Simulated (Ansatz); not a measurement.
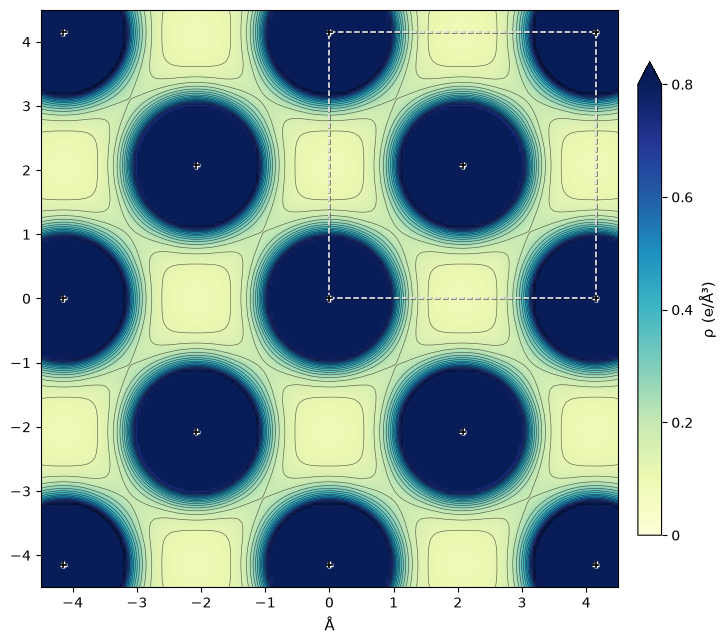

The valence charge density (pseudo) on a plane through atoms (crosses mark nuclei in the plane).

Method: DFT PBE, scalar-relativistic, plane waves, PAW (Ansatz 0.2.0).

Candidates:
A. CdTe, a = 6.62 Å, b = 6.62 Å, c = 6.62 Å, α = 90.00°, β = 90.00°, γ = 90.00°. Space group F-43m.
B. Ag, a = 4.15 Å, b = 4.15 Å, c = 4.15 Å, α = 90.00°, β = 90.00°, γ = 90.00°. Space group Fm-3m; computed without spin polarisation.
C. SnSe₂, a = 12.27 Å, b = 7.62 Å, c = 9.01 Å, α = 90.00°, β = 132.91°, γ = 90.00°. Space group Cm; changed on purpose from its base cell (atom 5 (Se) moved +0.050 A towards its neighbour atom 1 (Sn) at 2.682 A); not relaxed (largest force 1.0 eV/Å); computed pressure about 5 GPa in this cell.

Question: Which system is this?

Answer: Candidate B: Ag on the (100) plane of the conventional cell, which holds Ag. Ag–Ag (2.93 Å): ρ is about 0.2 e/Å³ halfway.
